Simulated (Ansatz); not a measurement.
Run report: TaN, single-point calculation (part 2 of 3)

Continued. System: TaN (6 atoms in the cell). Method: DFT PBE+U, scalar-relativistic, plane waves, PAW, Ueff = 3 eV on Ta atom 1 d; Ueff = 3 eV on Ta atom 2 d; Ueff = 3 eV on Ta atom 3 d, spin-polarised (Ansatz 0.2.0); cutoff 420 eV, 4×4×6 k-mesh, Gaussian smearing of 0.05 eV, collinear spins. The structure derives from an entry of the Crystallography Open Database. It belongs to a series of runs on one base structure; here: natural orbitals of the symmetric run, filled by rank.

Geometry of the input (Å; fractional positions):
```
5.1960  0.0000  0.0000
-2.5980  4.4999  0.0000
0.0000  0.0000  2.9110
Ta 0.3333  0.6667  0.5000
Ta 0.6667  0.3333  0.5000
Ta 0.0000  0.0000  0.0000
N  0.3928  0.0000  0.0000
N  0.6071  0.6071  0.0000
N  -0.0000  0.3928  0.0000
```

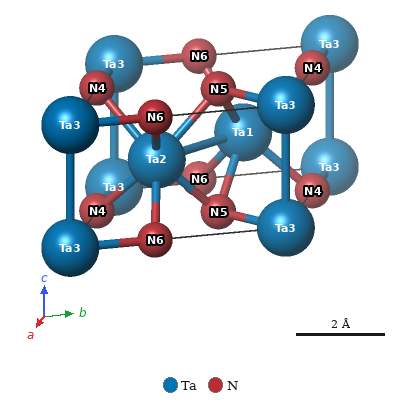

Figure 1. The structure as given in the input (ball-and-stick view of the cell of the calculation, seen slightly off an axis; atoms are numbered from 1 in the order of the input).

**Log, continued**
```
SCF iter   1: F=—  HF=-30939.962730 eV  |F-HF|=—  |Δ(HF+E_count)|=         —  Δρ=8.83e-2 (↑8.83e-2 ↓8.17e-2)  dr2=6.38e0  dr2_m=3.22e0  M=1.274 μB ∫|m|=1.804 μB  β_m=0.30  ethr=3.10e-3  ⟨swp⟩=5.9  Hψ=8219  notcnv=0
preconditioner: auto → Kerker (q_TF=auto, 2.625 Å⁻¹)  [metal: Δε(μ)=0.024 eV  Ē_g=11.082 eV  σ=0.050 eV  W_gap=0.26  n_scr=26 (ndim 8)  ℏωp=24.7 eV  f_vac=0.000  D(μ)=3.12/eV (n_scr^D=32)]
spin=Collinear: Kerker preconditioning applied to the charge; magnetization (m = ρ↑ − ρ↓) channel mixes plain (no charge-response kernel on spin).
SCF iter   2: F=—  HF=-30939.448678 eV  |F-HF|=—  |Δ(HF+E_count)|=   5.14e-1  Δρ=5.99e-2 (↑5.99e-2 ↓5.67e-2)  dr2=2.01e0  dr2_m=1.67e0  M=1.063 μB ∫|m|=1.642 μB  β_m=0.30  ethr=3.10e-3  ⟨swp⟩=2.1  Hψ=3311  notcnv=0  defer=135
SCF iter   3: F=—  HF=-30939.397611 eV  |F-HF|=—  |Δ(HF+E_count)|=   5.11e-2  Δρ=3.99e-2 (↑3.90e-2 ↓3.99e-2)  dr2=2.30e-1  dr2_m=8.64e-1  M=0.906 μB ∫|m|=1.547 μB  β_m=0.30  ethr=3.10e-3  ⟨swp⟩=2.5  Hψ=3122  notcnv=0  defer=135
SCF iter   4: F=—  HF=-30939.554126 eV  |F-HF|=—  |Δ(HF+E_count)|=   1.57e-1  Δρ=2.68e-2 (↑2.66e-2 ↓2.68e-2)  dr2=1.74e-2  dr2_m=4.40e-1  M=0.858 μB ∫|m|=1.482 μB  β_m=0.30  ethr=4.26e-4  ⟨swp⟩=2.6  Hψ=3332  notcnv=0  defer=140
SCF iter   5: F=—  HF=-30939.637730 eV  |F-HF|=—  |Δ(HF+E_count)|=   8.36e-2  Δρ=1.94e-2 (↑1.94e-2 ↓1.94e-2)  dr2=8.67e-3  dr2_m=2.32e-1  M=0.780 μB ∫|m|=1.420 μB  β_m=0.30  ethr=3.22e-5  ⟨swp⟩=2.1  Hψ=2774  notcnv=0  defer=140
SCF iter   6: F=—  HF=-30939.682941 eV  |F-HF|=—  |Δ(HF+E_count)|=   4.52e-2  Δρ=1.42e-2 (↑1.42e-2 ↓1.40e-2)  dr2=1.26e-3  dr2_m=1.23e-1  M=0.714 μB ∫|m|=1.374 μB  β_m=0.30  ethr=1.61e-5  ⟨swp⟩=2.0  Hψ=2715  notcnv=0  defer=140
SCF iter   7: F=—  HF=-30939.708443 eV  |F-HF|=—  |Δ(HF+E_count)|=   2.55e-2  Δρ=1.04e-2 (↑1.04e-2 ↓1.02e-2)  dr2=7.46e-4  dr2_m=6.60e-2  M=0.665 μB ∫|m|=1.340 μB  β_m=0.30  ethr=2.33e-6  ⟨swp⟩=2.2  Hψ=2923  notcnv=0  defer=140
Mixer restart at iter 7: flushing history
spin-set hold released at iteration 7 (site moments contracting): the magnetisation degrees of freedom join the quasi-Newton model from the next iteration; the mixer history was flushed
SCF iter   8: F=—  HF=-30939.722633 eV  |F-HF|=—  |Δ(HF+E_count)|=   1.42e-2  Δρ=7.47e-3 (↑7.47e-3 ↓7.34e-3)  dr2=5.24e-4  dr2_m=3.41e-2  M=0.649 μB ∫|m|=1.324 μB  β_m=0.65  ethr=1.38e-6  ⟨swp⟩=2.0  Hψ=2542  notcnv=0  defer=140
SCF iter   9: F=—  HF=-30939.738218 eV  |F-HF|=—  |Δ(HF+E_count)|=   1.56e-2  Δρ=5.14e-4 (↑5.14e-4 ↓4.95e-4)  dr2=3.33e-5  dr2_m=1.54e-4  M=0.646 μB ∫|m|=1.298 μB  β_m=0.82  ethr=9.71e-7  ⟨swp⟩=3.0  Hψ=3607  notcnv=0  defer=140
SCF iter  10: F=—  HF=-30939.738326 eV  |F-HF|=—  |Δ(HF+E_count)|=   1.08e-4  Δρ=1.74e-4 (↑1.74e-4 ↓1.44e-4)  dr2=8.10e-6  dr2_m=1.44e-5  M=0.646 μB ∫|m|=1.295 μB  β_m=0.91  ethr=6.17e-8  ⟨swp⟩=2.0  Hψ=2949  notcnv=0  defer=140
SCF iter  11: F=—  HF=-30939.738340 eV  |F-HF|=—  |Δ(HF+E_count)|=   1.44e-5  Δρ=3.12e-5 (↑1.73e-5 ↓3.12e-5)  dr2=1.49e-6  dr2_m=1.57e-7  M=0.646 μB ∫|m|=1.293 μB  β_m=0.91  ethr=1.50e-8  ⟨swp⟩=2.2  Hψ=3153  notcnv=0  defer=140
Mixer restart at iter 11: flushing history
SCF iter  12: F=—  HF=-30939.741948 eV  |F-HF|=—  |Δ(HF+E_count)|=         —  Δρ=3.10e-5 (↑1.72e-5 ↓3.10e-5)  dr2=1.69e-6  dr2_m=1.02e-7  M=0.646 μB ∫|m|=1.293 μB  β_m=0.91  ethr=2.76e-9  ⟨swp⟩=1.7  Hψ=2118  notcnv=0  defer=140
SCF iter  13: F=—  HF=-30944.944974 eV  |F-HF|=—  |Δ(HF+E_count)|=    5.20e0  Δρ=1.18e-2 (↑1.15e-2 ↓1.18e-2)  dr2=1.40e-1  dr2_m=4.86e-2  M=0.217 μB ∫|m|=0.603 μB  β_m=0.18  ethr=2.76e-9  ⟨swp⟩=6.3  Hψ=9151  notcnv=0  defer=137
SCF iter  14: F=—  HF=-30945.054816 eV  |F-HF|=—  |Δ(HF+E_count)|=   1.10e-1  Δρ=9.92e-3 (↑9.92e-3 ↓9.05e-3)  dr2=7.00e-2  dr2_m=3.67e-2  M=0.194 μB ∫|m|=0.527 μB  β_m=0.18  ethr=2.76e-9  ⟨swp⟩=4.5  Hψ=6705  notcnv=0  defer=119
SCF iter  15: F=—  HF=-30945.134497 eV  |F-HF|=—  |Δ(HF+E_count)|=   7.97e-2  Δρ=7.38e-3 (↑7.38e-3 ↓5.91e-3)  dr2=2.50e-2  dr2_m=2.00e-2  M=0.137 μB ∫|m|=0.428 μB  β_m=0.60  ethr=2.76e-9  ⟨swp⟩=5.0  Hψ=6513  notcnv=0  defer=119
SCF iter  16: F=—  HF=-30945.332255 eV  |F-HF|=—  |Δ(HF+E_count)|=   1.98e-1  Δρ=2.92e-3 (↑2.92e-3 ↓1.89e-3)  dr2=2.41e-3  dr2_m=2.83e-3  M=0.107 μB ∫|m|=0.186 μB  β_m=0.70  ethr=2.76e-9  ⟨swp⟩=6.0  Hψ=7821  notcnv=0  defer=127
SCF iter  17: F=—  HF=-30945.355052 eV  |F-HF|=—  |Δ(HF+E_count)|=   2.28e-2  Δρ=6.88e-4 (↑6.59e-4 ↓6.88e-4)  dr2=3.37e-4  dr2_m=1.91e-4  M=0.014 μB ∫|m|=0.037 μB  β_m=0.85  ethr=2.76e-9  ⟨swp⟩=4.6  Hψ=6378  notcnv=0  defer=130
SCF iter  18: F=—  HF=-30945.355602 eV  |F-HF|=—  |Δ(HF+E_count)|=   5.50e-4  Δρ=2.12e-4 (↑2.12e-4 ↓1.92e-4)  dr2=4.57e-5  dr2_m=1.56e-5  M=-0.003 μB ∫|m|=0.009 μB  β_m=0.93  ethr=2.76e-9  ⟨swp⟩=4.0  Hψ=5230  notcnv=0  defer=130
SCF iter  19: F=—  HF=-30945.355652 eV  |F-HF|=—  |Δ(HF+E_count)|=   5.00e-5  Δρ=5.26e-5 (↑5.06e-5 ↓5.26e-5)  dr2=3.25e-6  dr2_m=7.42e-7  M=-0.004 μB ∫|m|=0.005 μB  β_m=0.96  ethr=2.76e-9  ⟨swp⟩=3.1  Hψ=4129  notcnv=0  defer=130
SCF iter  20: F=—  HF=-30945.355655 eV  |F-HF|=—  |Δ(HF+E_count)|=   3.13e-6  Δρ=3.11e-5 (↑2.77e-5 ↓3.11e-5)  dr2=1.70e-6  dr2_m=1.88e-7  M=-0.004 μB ∫|m|=0.004 μB  β_m=0.94  ethr=2.76e-9  ⟨swp⟩=3.1  Hψ=3949  notcnv=0  defer=130
SCF iter  21: F=—  HF=-30945.355656 eV  |F-HF|=—  |Δ(HF+E_count)|=   5.42e-7  Δρ=1.28e-5 (↑1.16e-5 ↓1.28e-5)  dr2=6.10e-8  dr2_m=7.99e-8  M=-0.003 μB ∫|m|=0.004 μB  β_m=0.97  ethr=1.85e-10  ⟨swp⟩=13.1  Hψ=13698  notcnv=0
iter 22 did not close the SCF: its close was put off for a magnetic moment that had not settled (scf_convergence_deferred on its scf_iter line)
SCF iter  22: F=-30945.355656 eV  HF=-30945.355656 eV  |F-HF|=6.56e-8  |Δ(HF+E_count)|=   3.97e-7  Δρ=7.99e-6 (↑7.13e-6 ↓7.99e-6)  dr2=1.08e-8  dr2_m=3.31e-8  M=-0.002 μB ∫|m|=0.003 μB  β_m=0.98  ethr=1.13e-10  ⟨swp⟩=8.6  Hψ=11261  notcnv=0
iter 23 did not close the SCF: its close was put off for a magnetic moment that had not settled (scf_convergence_deferred on its scf_iter line)
SCF iter  23: F=-30945.355656 eV  HF=-30945.355656 eV  |F-HF|=4.25e-8  |Δ(HF+E_count)|=   1.33e-7  Δρ=5.95e-6 (↑5.95e-6 ↓5.68e-6)  dr2=1.34e-9  dr2_m=2.10e-8  M=-0.002 μB ∫|m|=0.002 μB  β_m=0.99  ethr=2.01e-11  ⟨swp⟩=5.8  Hψ=10985  notcnv=0
iter 24 did not close the SCF: its close was put off for a magnetic moment that had not settled (scf_convergence_deferred on its scf_iter line)
SCF iter  24: F=-30945.355656 eV  HF=-30945.355656 eV  |F-HF|=1.06e-8  |Δ(HF+E_count)|=   1.76e-7  Δρ=3.15e-6 (↑2.71e-6 ↓3.15e-6)  dr2=2.11e-9  dr2_m=4.95e-9  M=-0.001 μB ∫|m|=0.001 μB  β_m=1.00  ethr=2.48e-12  ⟨swp⟩=5.1  Hψ=11609  notcnv=0
iter 25 did not close the SCF: its close was put off for a magnetic moment that had not settled (scf_convergence_deferred on its scf_iter line)
SCF iter  25: F=-30945.355656 eV  HF=-30945.355656 eV  |F-HF|=7.31e-10  |Δ(HF+E_count)|=   5.36e-8  Δρ=1.34e-6 (↑1.06e-6 ↓1.34e-6)  dr2=1.34e-9  dr2_m=6.11e-10  M=-0.000 μB ∫|m|=0.000 μB  β_m=1.00  ethr=2.48e-12  ⟨swp⟩=5.4  Hψ=11144  notcnv=0
iter 26 did not close the SCF: its close was put off for a magnetic moment that had not settled (scf_convergence_deferred on its scf_iter line)
SCF iter  26: F=-30945.355656 eV  HF=-30945.355656 eV  |F-HF|=1.53e-10  |Δ(HF+E_count)|=   5.58e-9  Δρ=6.26e-7 (↑6.26e-7 ↓3.20e-7)  dr2=4.75e-10  dr2_m=7.17e-11  M=-0.000 μB ∫|m|=0.000 μB  β_m=1.00  ethr=2.48e-12  ⟨swp⟩=5.2  Hψ=10539  notcnv=0
SCF iter  27: F=-30945.355656 eV  HF=-30945.355656 eV  |F-HF|=1.82e-11  |Δ(HF+E_count)|=  4.11e-10  Δρ=1.85e-7 (↑1.43e-7 ↓1.85e-7)  dr2=2.16e-11  dr2_m=1.19e-11  M=-0.000 μB ∫|m|=0.000 μB  ethr=1.00e-12  ⟨swp⟩=4.7  Hψ=9262  notcnv=0
WARN: the starting moments were not kept: the SCF closed with an absolute magnetisation of 1.6e-5 μB, where they sum to 6 μB in size (3 sites). That is at most 0.1 of that sum. Measured as dr2_m measures the in/out step, that magnetisation stands 2.1e-11 eV from none, at or under the dr2_threshold of 1.0e-7 eV: it is no larger than a step whose dr2_m would equal this threshold. The system may hold no moment; this SCF shows only that its start led to no more than that. To try another start: raise the starting moments (crystal.atoms[].spin, magnetization.per_species, magnetization.initial_magnetization, or on a non-collinear deck that types none of these the spinor_matrix: blocks that start its atoms; where the total moment is fixed, keep their sum and leave initial_magnetization as it is; typed ones take the place of any that the run laid by itself, positive ones on a crystal's lanthanoids without a Hubbard term where scf.initial_density.shell_occupations: [] is typed) or, if the notice of its spin-set hold's release reads "site moments contracting" or "site moments show no strong build", lengthen the hold (scf.mixing.spin_hold: { on: { confirm: 4 } }; for m-r²SCAN on two components see the key's manual first). Each may lead to a state that holds a moment. A second SCF, from the converged charge density, with the starting moments and any scf.initial_density.shell_occupations laid on it anew, would have followed, and was not run: the deck does not ask for one (magnetization.retry_lost_moments is false, the default). To let it run, set magnetization.retry_lost_moments: true and run the deck again, where that key's refused combinations let it; where memory then withholds it, that run's warning says so.
WARN: hamiltonian.hubbard: on 3 of 6 specified blocks the occupation matrix of this SCF's result fails the test of the specified filling. At site 0 ↑ (sites count from 0 in the list of atoms of the cell that this SCF solves) the least filled combination of the orbitals specified full has occupation 0.383, and the fullest combination of the orbitals specified empty has occupation 0.383; the filling counts as kept where the first is at least 0.75 and exceeds the second by more than 0.25. The same holds at site 1 ↑, site 2 ↑. The state of this SCF's result may not hold the specified filling, though these bounds can also misjudge a state that does. This warning does not say which state is lower in energy, or whether the specified filling is a self-consistent state at all; see hamiltonian.hubbard.sites[].starting_ns, Limitations, and scf.initial_density.shell_occupations in the input reference
SCF 1 converged in 27 iterations: F = -30945.355656 eV  dr2 = 2.16e-11
  greatest PAW one-centre occupation: 0.999 electrons in one spin orbital (limit 2), on the Ta atom at site 2 (counted from 0), in its partial waves of l = 0
SCF converged after 27 iterations
Magnetization: -0.0000 μB (27.0000 up, 27.0000 down)
Absolute magnetization: 0.0000 μB (∫|ρ↑−ρ↓|, with the PAW one-centre terms)
Spin contamination: 0.0000 ħ² per cell (⟨S²⟩ above its minimum at these occupations)
Per-site moments (μB) at R_I (Å): [(1.465639658568081e-6, 0.892213750721576), (1.4656396584572503e-6, 0.892213750721576), (-2.939470634559382e-6, 0.8420150719977306), (-4.999061578575299e-7, 0.8420150719977306), (-5.926558451020185e-7, 0.8420150719977306), (-5.926558451240565e-7, 0.8420150719977306)]
Free energy (F): -30945.355656 eV
Harris-Foulkes:  -30945.355656 eV  (|F-HF|=1.82e-11)
Internal energy: -30945.352173 eV  (E = F + TS)
E sigma→0 (E₀):  -30945.353915 eV
Entropy (-TS):   -0.003484 eV (-0.581 meV/atom)
Fermi energy:    20.032542 eV
--- Per-component energies (eV) ---
  E_band       = -214.485979
  E_kinetic    = 1499.206440
  E_local      = -2029.883127  (includes V_loc(G=0)·N_el)
  E_nonlocal   = 179.878239
  E_hartree    = 688.558053
  E_xc         = -839.556922
  E_vxc        = -846.672790  (∫ρ·V_xc dr)
  E_hubbard    = 10.302019  (on-site DFT+U / exact-exchange correction)
  E_vhub       = 4.065414  (the Hubbard potential's part of the band-sum identity)
  E_paw        = -25572.952016  (= ΣΔE_a)
  E_vpaw       = -398.197113  (= ΣTr[D̂ρ^β])
  E_aug_tail   = 0.000857  (compensation charges beyond the density's cutoff)
  E_ewald      = -4880.905716
  E_smearing   = -0.003484  (= −TS)
  E_closure    = 0.000000  (closes the sum)
  Σ components = -30945.355656   (vs F -30945.355656, Δ=0.00e0)
--- Specified on-site occupations, and those of the state reported ---
  electrons in the specified blocks: 6.3000 specified, 11.0258 found
  site 2 (l=d) ↑: largest change of an orbital's occupation 0.6167; electrons 2.0000 specified, 1.8750 found; spectral distance 0.9560
  site 1 (l=d) ↑: largest change of an orbital's occupation 0.5874; electrons 2.0000 specified, 1.8189 found; spectral distance 0.9494
  site 0 (l=d) ↑: largest change of an orbital's occupation 0.5874; electrons 2.0000 specified, 1.8189 found; spectral distance 0.9494
  site 2 (l=d) ↓: largest change of an orbital's occupation 0.4774; electrons 0.1000 specified, 1.8750 found; spectral distance 0.8057
  site 1 (l=d) ↓: largest change of an orbital's occupation 0.4328; electrons 0.1000 specified, 1.8189 found; spectral distance 0.7795
  site 0 (l=d) ↓: largest change of an orbital's occupation 0.4328; electrons 0.1000 specified, 1.8189 found; spectral distance 0.7795
--- Forces (eV/Å), atoms counted from 1 ---
  atom   1  Ta    -0.00000051     0.00000371     0.00000000
  atom   2  Ta    -0.00000051    -0.00000371    -0.00000000
  atom   3  Ta    -0.00000042    -0.00000000    -0.00000000
  atom   4  N      0.04578657     0.00000000     0.00000000
  atom   5  N     -0.02289349    -0.03965255     0.00000000
  atom   6  N     -0.02289349     0.03965255     0.00000000
  max |Σ_I F_I| component: 1.86e-6 eV/Å
--- Stress (GPa, compression-positive) ---
        7.401509      -0.000000       0.000000
       -0.000000       7.401520       0.000000
        0.000000       0.000000       8.333812
  P = ⅓ Tr σ = 7.7123 GPa (77.123 kbar)
--- Band table (eV; the first three rows and the last of 56) ---
  k-point 0 ↑: bands = ["-49.7652", "-49.7190", "-49.1497", "-16.5640", "-16.5640", "-16.2230", "-16.2230", "-16.0202", "-15.9132", "-15.8096", "-15.8096", "-15.1553", "1.5084", "4.2997", "4.2997", "10.4921", "13.3352", "13.3352", "13.3541", "14.2828", "14.2828", "14.9390", "14.9390", "15.4932", "16.5309", "17.8812", "19.1180", "19.1180", "20.8215", "20.8215", "21.6457", "21.8873", "21.8873", "22.2908", "23.3612", "23.3612"]
  k-point 1 ↑: bands = ["-49.7542", "-49.7091", "-49.1401", "-16.5288", "-16.5288", "-16.2407", "-16.1835", "-16.1835", "-16.1105", "-15.8077", "-15.8077", "-15.3269", "2.0076", "4.1907", "4.1907", "11.3728", "12.9430", "12.9430", "13.5617", "14.0642", "14.0642", "14.5128", "14.7852", "14.7852", "17.4259", "18.4431", "18.4431", "19.0510", "21.5401", "21.5401", "21.9677", "21.9677", "22.0910", "22.7813", "23.6087", "23.6087"]
```
